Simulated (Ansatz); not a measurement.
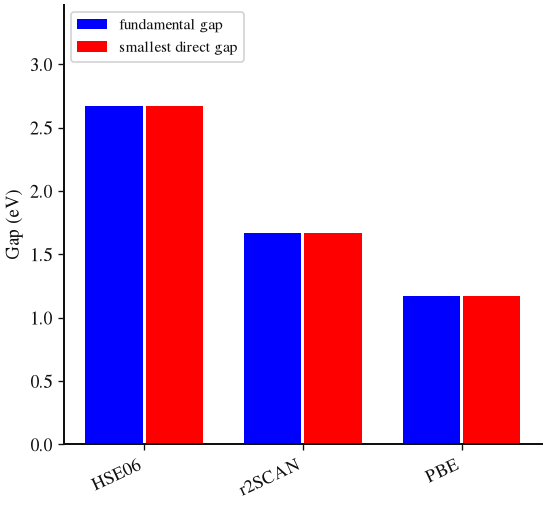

Gaps of CuI, space group F-43m (No. 216), 2 atoms in the cell, zincblende type, at several levels of theory on one cell (Ansatz, plane waves and PAW; edges over the mesh and the special points).

Question: How does the gap depend on the level, and does its kind change?

Answer: In rising order: PBE 1.17 eV, r2SCAN 1.67 eV and HSE06 2.67 eV. It is direct at every level.
